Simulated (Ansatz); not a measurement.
Run report: Al$_{2}$Cu, single-point calculation

System: Al$_{2}$Cu (P1, 12 atoms in the cell).
Method: DFT PBEsol, scalar-relativistic, plane waves, PAW, no spin polarisation (Ansatz 0.2.0).

The structure derives from a Materials Project entry. It belongs to a series of runs on one base structure; here: all atoms moved at random (sigma 0.22 A a component), cell strained at random (sigma 0.05). Figures and captions count atoms from 1; the log counts them from 0 in places.

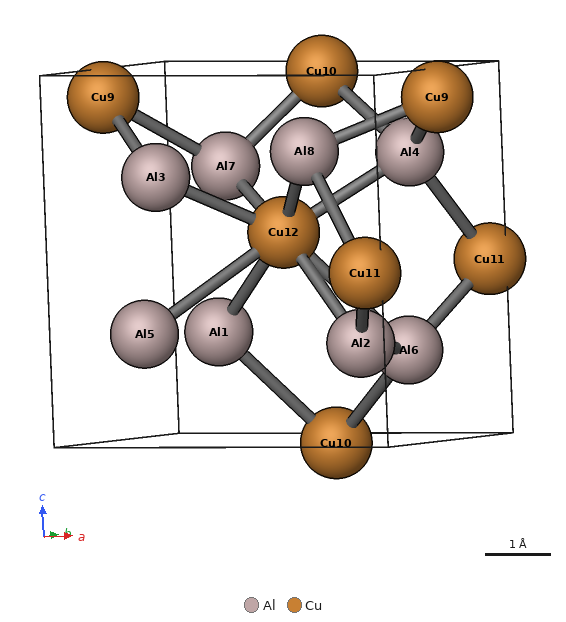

*The structure (ball-and-stick view of the cell of the calculation, seen at an oblique angle; atoms are numbered from 1 in the order of the input). An atom can appear more than once, as a periodic image.*

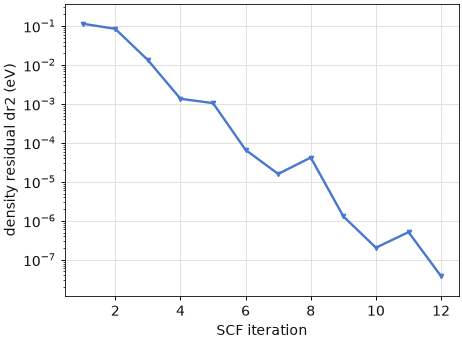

*Convergence of the self-consistent field: density residual dr2 against the SCF iteration.*

The residual falls unevenly and jumps up by a factor of two or more 2 times on the way down.

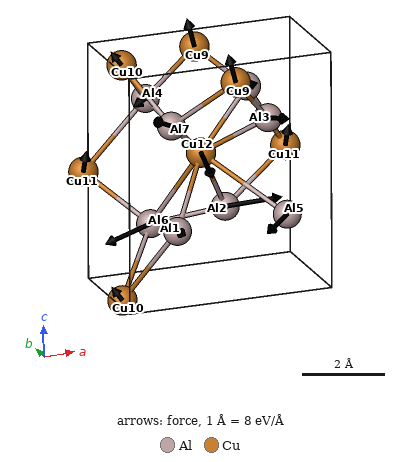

*Forces on the atoms as black arrows (ball-and-stick view of the cell of the calculation, set on other vectors, seen slightly off an axis; atoms are numbered from 1 in the order of the input).*

The largest act on Al2 (11.44 eV/Å); Al6 (10.66 eV/Å); Cu12 (7.75 eV/Å); Al7 (7.51 eV/Å), among others. The geometry is not a stationary point of this energy.

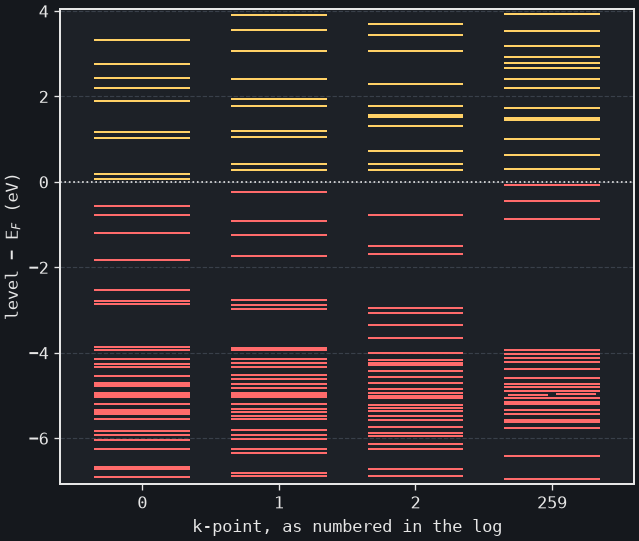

*Kohn–Sham levels near the Fermi level (dotted) at the few k-points that the log prints; levels within 0.02 eV of each other stand side by side.*

The system is metallic on the full mesh.

The input and output of the run follow.

## The input
```yaml
crystal:
  lattice:
    - [-0.0271172338, -0.0556607904, 5.5978249297]
    - [-3.3713765574, 3.7576717527, -0.0201850888]
    - [-3.9033685405, -4.2896637359, 0.0585379669]
  atoms:
    - { symbol: Al, position: [0.2382172167, 0.7140597864, 0.2834481014] }
    - { symbol: Al, position: [0.7934740364, 0.3639235046, 0.2656490362] }
    - { symbol: Al, position: [0.236127809, 0.2648616021, 0.7163475843] }
    - { symbol: Al, position: [0.8162078233, 0.752690629, 0.7648930457] }
    - { symbol: Al, position: [0.218220561, 0.1744090674, 0.2981758103] }
    - { symbol: Al, position: [0.7976038062, 0.7331590905, 0.2333001434] }
    - { symbol: Al, position: [0.2699037268, 0.7359968258, 0.7288711142] }
    - { symbol: Al, position: [0.6786420188, 0.2793310996, 0.784910745] }
    - { symbol: Cu, position: [0.0115371833, 0.4690355059, -0.0760373038] }
    - { symbol: Cu, position: [0.4938932322, -0.0646183664, -0.0239512245] }
    - { symbol: Cu, position: [-0.0628315455, 0.0361271487, 0.4668813041] }
    - { symbol: Cu, position: [0.5090041318, 0.5410241065, 0.5575116438] }
basis:
  ecutwfc: 420
kpoints:
  mp_grid: { grid: [8, 8, 8] }
hamiltonian:
  xc: pbesol
scf:
  occupations: { method: gaussian, width: 0.15 }
output:
  forces: true
  stress: true
  eigenvalues: true
```

Launched with:
```bash
ansatz run input.yaml --threads 2 --pin off --max-ram 5120MiB --backend cpu --events-out ev --progress --plain --runs-dir out
```

## Log
```
Engine: ansatz 0.2.0, aarch64-unknown-linux-gnu
Pseudopotentials: kind: paw
Pseudopotential: Al, paw, valence charge 3, recommended cutoff 420 eV (normal), Al.paw.azcp
Pseudopotential: Cu, paw, valence charge 19, recommended cutoff 420 eV (normal), Cu.paw.azcp
Functional definition: PBEsol
  exchange = pbesol_x
  correlation = pbesol_c
Crystal: 12 atoms, lattice volume = 163.044 Å³
Basis set: ecut = 420 eV, 3227 PW (Γ), exchange–correlation on 80×72×80 points (8 copies of the dense FFT grid, shifted against one another)
Bands: 62, of which v1, the nominal top of the filled ones, is band 50 counted from 1 (49 counted from 0)
Symmetry: 1 space group operations
Space group: P1 (ITA 1), of the structure as read, at distance tolerance 5.5e-5 Å
k-points: 260 of 512 (time reversal used)
Non-local potential: Al, projectors of the file, l = 0: 2, l = 1: 2, l = 2: 1
Non-local potential: Cu, projectors of the file, l = 0: 3, l = 1: 2, l = 2: 3, l = 3: 1
PAW form: soft (Blöchl's): semilocal exchange-correlation on the pseudo side does not see the compensation charge
PAW frozen core: Al, regenerated for the run's functional, and the local potential with it (the file was generated under x = pbe(κ = 0.804, μ = 0.2195149727645171), c = pbe(β = 0.06672455060314922))
PAW frozen core: Cu, regenerated for the run's functional, and the local potential with it (the file was generated under x = pbe(κ = 0.804, μ = 0.2195149727645171), c = pbe(β = 0.06672455060314922))
PAW one-centre angular grid: Al, 110 points (default); XC on 64 Gauss nodes
PAW one-centre angular grid: Cu, 590 points (default); XC on 64 Gauss nodes
Initial density: superposition of atomic densities (neutral atoms: chi_scale 0, normalization atom), corrected by the library's trained network
Initial wavefunctions: pseudopotential atomic-orbital guess
Functional: x = pbesol(κ = 0.804, μ = 0.12345679012345678), c = pbesol(β = 0.046)
SCF iter   1: F=—  HF=-30541.240368 eV  |F-HF|=—  |Δ(HF+E_count)|=         —  Δρ=1.03e-2  dr2=1.15e-1  ethr=1.77e-3  ⟨swp⟩=7.8  Hψ=71773  notcnv=0  defer=6
preconditioner: auto → Kerker (q_TF=auto, 2.515 Å⁻¹)  [metal: Δε(μ)=0.003 eV  Ē_g=7.863 eV  σ=0.150 eV  W_gap=0.01  n_scr=40 (ndim 8)  ℏωp=24.0 eV  f_vac=0.000  D(μ)=3.61/eV (n_scr^D=22)]
SCF iter   2: F=—  HF=-30541.234167 eV  |F-HF|=—  |Δ(HF+E_count)|=   6.20e-3  Δρ=8.50e-3  dr2=8.48e-2  ethr=1.15e-4  ⟨swp⟩=2.0  Hψ=33417  notcnv=0  defer=1162
SCF iter   3: F=—  HF=-30541.215667 eV  |F-HF|=—  |Δ(HF+E_count)|=   1.85e-2  Δρ=2.46e-3  dr2=1.34e-2  ethr=8.48e-5  ⟨swp⟩=2.0  Hψ=22861  notcnv=0  defer=1162
SCF iter   4: F=—  HF=-30541.212355 eV  |F-HF|=—  |Δ(HF+E_count)|=   3.31e-3  Δρ=1.02e-3  dr2=1.36e-3  ethr=1.34e-5  ⟨swp⟩=2.0  Hψ=23469  notcnv=0  defer=1162
SCF iter   5: F=—  HF=-30541.212335 eV  |F-HF|=—  |Δ(HF+E_count)|=   1.94e-5  Δρ=9.89e-4  dr2=1.05e-3  ethr=1.36e-6  ⟨swp⟩=2.0  Hψ=22972  notcnv=0  defer=1162
SCF iter   6: F=—  HF=-30541.212111 eV  |F-HF|=—  |Δ(HF+E_count)|=   2.25e-4  Δρ=2.27e-4  dr2=6.61e-5  ethr=1.05e-6  ⟨swp⟩=2.0  Hψ=23699  notcnv=0  defer=1162
SCF iter   7: F=—  HF=-30541.212130 eV  |F-HF|=—  |Δ(HF+E_count)|=   1.92e-5  Δρ=9.83e-5  dr2=1.60e-5  ethr=6.61e-8  ⟨swp⟩=2.6  Hψ=27095  notcnv=0  defer=1034
SCF iter   8: F=—  HF=-30541.212137 eV  |F-HF|=—  |Δ(HF+E_count)|=   7.39e-6  Δρ=1.99e-4  dr2=4.21e-5  ethr=1.60e-8  ⟨swp⟩=2.1  Hψ=27790  notcnv=0  defer=1023  recentre
SCF iter   9: F=—  HF=-30541.212128 eV  |F-HF|=—  |Δ(HF+E_count)|=   9.18e-6  Δρ=2.87e-5  dr2=1.30e-6  ethr=1.60e-8  ⟨swp⟩=2.0  Hψ=28006  notcnv=0  defer=1016
SCF iter  10: F=—  HF=-30541.212128 eV  |F-HF|=—  |Δ(HF+E_count)|=   1.77e-7  Δρ=1.16e-5  dr2=2.04e-7  ethr=1.30e-9  ⟨swp⟩=2.0  Hψ=22677  notcnv=0  defer=1006
SCF iter  11: F=—  HF=-30541.212128 eV  |F-HF|=—  |Δ(HF+E_count)|=   6.93e-8  Δρ=2.18e-5  dr2=5.12e-7  ethr=1.00e-10  ⟨swp⟩=10.1  Hψ=67630  notcnv=0  recentre
SCF iter  12: F=-30541.212128 eV  HF=-30541.212128 eV  |F-HF|=2.80e-8  |Δ(HF+E_count)|=   1.02e-7  Δρ=4.98e-6  dr2=3.77e-8  ethr=1.00e-10  ⟨swp⟩=2.0  Hψ=57955  notcnv=0
SCF 1 converged in 12 iterations: F = -30541.212128 eV  dr2 = 3.77e-8
  greatest PAW one-centre occupation: 1.000 electrons in one spin orbital (limit 2), on the Cu atom at site 9 (counted from 0), in its partial waves of l = 0
SCF converged after 12 iterations
Free energy (F): -30541.212128 eV
Harris-Foulkes:  -30541.212128 eV  (|F-HF|=2.80e-8)
Internal energy: -30541.170861 eV  (E = F + TS)
E sigma→0 (E₀):  -30541.191495 eV
Entropy (-TS):   -0.041267 eV (-3.439 meV/atom)
Fermi energy:    11.356130 eV
--- Per-component energies (eV) ---
  E_band       = -1831.997113
  E_kinetic    = 1427.020367
  E_local      = -23159.600379  (includes V_loc(G=0)·N_el)
  E_nonlocal   = 1641.807934
  E_hartree    = 10388.410638
  E_xc         = -691.968670
  E_vxc        = -721.132666  (∫ρ·V_xc dr)
  E_paw        = -10129.924520  (= ΣΔE_a)
  E_vpaw       = -1796.930957  (= ΣTr[D̂ρ^β])
  E_aug_tail   = 0.000985  (compensation charges beyond the density's cutoff)
  E_ewald      = -10017.895136
  E_core_change = 0.977921  (= ΣΔE_core)
  E_smearing   = -0.041267  (= −TS)
  E_closure    = -0.000000  (closes the sum)
  Σ components = -30541.212128   (vs F -30541.212128, Δ=0.00e0)
--- Forces (eV/Å), atoms counted from 1 ---
  atom   1  Al     2.20668187    -0.52382671     1.36282729
  atom   2  Al     7.18614989    -8.84387834    -0.99277991
  atom   3  Al     4.03974724    -2.66368667     2.19872534
  atom   4  Al    -0.90238585     2.98239777    -0.90071624
  atom   5  Al     0.55427256     5.52531450     4.13101947
  atom   6  Al    -4.83586369     9.01092309    -2.99305043
  atom   7  Al    -4.71034976     1.57385924    -5.63069502
  atom   8  Al     1.43203004    -2.00159036     0.51763995
  atom   9  Cu    -5.12776257    -3.16714969    -0.84443321
  atom  10  Cu    -3.40603319    -0.59920706     0.49789974
  atom  11  Cu    -2.66327405    -3.49565033    -1.39814152
  atom  12  Cu     6.22684371     2.20255904     4.05172119
  max |Σ_I F_I| component: 6.45e-5 eV/Å
--- Stress (GPa, compression-positive) ---
       46.004228     -16.152865       7.257304
      -16.152862      37.331023       2.088668
        7.257303       2.088667      37.936217
  P = ⅓ Tr σ = 40.4238 GPa (404.238 kbar)
--- Band table (eV; the first three rows and the last of 260) ---
  k-point 0: bands = ["-103.1586", "-103.1252", "-102.8991", "-102.2191", "-60.8797", "-60.8137", "-60.6276", "-60.6014", "-60.5285", "-60.5255", "-60.5180", "-60.4106", "-60.3042", "-59.8058", "-59.7286", "-59.6595", "-0.2374", "3.3343", "3.6275", "4.4539", "4.6355", "4.6827", "5.0919", "5.3133", "5.4378", "5.5332", "5.8049", "5.9114", "5.9590", "6.0267", "6.1650", "6.3234", "6.3643", "6.4189", "6.5723", "6.6229", "6.6490", "6.8196", "7.0278", "7.1046", "7.2154", "7.4118", "7.4946", "8.4944", "8.5593", "8.8265", "9.5253", "10.1546", "10.5711", "10.7961", "11.4149", "11.5351", "12.3746", "12.5286", "13.2449", "13.5610", "13.7784", "14.1151", "14.6703", "15.6684", "15.9425", "16.9757"]
  k-point 1: bands = ["-103.1586", "-103.1252", "-102.8991", "-102.2191", "-60.8797", "-60.8137", "-60.6276", "-60.6014", "-60.5285", "-60.5255", "-60.5180", "-60.4106", "-60.3042", "-59.8058", "-59.7286", "-59.6595", "-0.1711", "2.8423", "3.8357", "4.4641", "4.5503", "5.0188", "5.1081", "5.3305", "5.4325", "5.5521", "5.8161", "5.8734", "5.9744", "6.0384", "6.1635", "6.3229", "6.3611", "6.4137", "6.5375", "6.6302", "6.7523", "6.8448", "7.0216", "7.1054", "7.2057", "7.4108", "7.4681", "8.3820", "8.4756", "8.5862", "9.6139", "10.1168", "10.4441", "11.1142", "11.6298", "11.7864", "12.4165", "12.5525", "13.1273", "13.3066", "13.7638", "14.4193", "14.9027", "15.2556", "15.9170", "16.3098"]
  k-point 2: bands = ["-103.1586", "-103.1252", "-102.8991", "-102.2190", "-60.8797", "-60.8137", "-60.6276", "-60.6014", "-60.5285", "-60.5255", "-60.5180", "-60.4106", "-60.3042", "-59.8058", "-59.7286", "-59.6595", "0.0250", "2.1395", "4.0010", "4.4825", "4.6459", "5.1070", "5.2127", "5.4057", "5.4709", "5.6205", "5.7936", "5.8650", "5.9899", "6.0588", "6.1293", "6.2893", "6.3424", "6.4123", "6.5012", "6.6590", "6.7881", "6.9388", "7.0760", "7.1127", "7.1964", "7.3489", "7.7009", "8.0079", "8.2988", "8.4145", "9.6707", "9.8598", "10.5762", "11.6385", "11.7751", "12.0878", "12.6722", "12.8653", "12.9327", "13.1296", "13.6491", "14.4104", "14.8057", "15.0642", "15.8029", "16.9832"]
  k-point 259: bands = ["-103.1586", "-103.1252", "-102.8991", "-102.2190", "-60.8797", "-60.8137", "-60.6276", "-60.6014", "-60.5285", "-60.5254", "-60.5180", "-60.4106", "-60.3042", "-59.8058", "-59.7286", "-59.6595", "2.1689", "2.5431", "2.8321", "2.9748", "3.6671", "4.1455", "4.4000", "4.9386", "5.5960", "5.7354", "5.7620", "5.7822", "5.9133", "6.0269", "6.1472", "6.2015", "6.2998", "6.3624", "6.3805", "6.4506", "6.5491", "6.6277", "6.7562", "6.9779", "7.1511", "7.2237", "7.3272", "7.4160", "10.4973", "10.9016", "11.2842", "11.6695", "11.9920", "12.3671", "12.8080", "12.8529", "13.0914", "13.5557", "13.7734", "14.0238", "14.1432", "14.2798", "14.5398", "14.8865", "15.2887", "15.7037"]
```

## Results in brief

```csv
quantity,value
outcome,converged
space group (tolerance 0.01 Å),P1 (1)
electrons treated,100
free energy,−30541.2121 eV
Fermi energy,11.356 eV
gap on the k-point mesh,none (metallic)
pressure,40.42 GPa
largest force (length of the vector),11.439 eV/Å
hardware,"2 threads of Arm Neoverse V2, 24 GiB of memory available, shared host"
wall time,3 min (CPU time 5.9 min)
peak memory,1.8 GiB
```

## Remarks

The cell is under a pressure of 40 GPa at this level, so it is not at its equilibrium volume.
